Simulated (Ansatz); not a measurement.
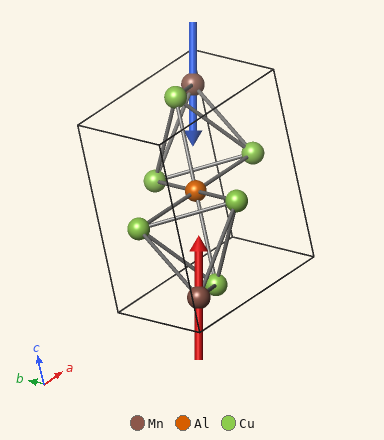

The image is a ball-and-stick drawing of a crystal, viewed slightly off an axis. Thin lines show the simulation cell, with boundary atoms drawn in all their periodic places. Arrows are the site magnetic moments above 0.25 μB; longer means larger, and red and blue are up and down (without spin-orbit coupling the axis itself is arbitrary).

This is the state reached for Mn2AlCu3. Theory: DFT PBE, scalar-relativistic, plane waves, PAW in Ansatz 0.2.0. Numerical settings: a kinetic-energy cutoff of 420 eV, a 12×12×12 k-point grid, Gaussian smearing of 0.1 eV, collinear spins.

Q: What is the magnetic arrangement?

A: Antiferromagnetic (within this cell). Site moments: 1 Mn +3.7 μB and 1 Mn −3.7 μB. The net spin moment of the whole cell is 0.0 μB.

The structure comes from a structure listed in the Materials Project. It is drawn as it came out of a relaxation with Ansatz, DFT PBE, scalar-relativistic, plane waves, PAW.
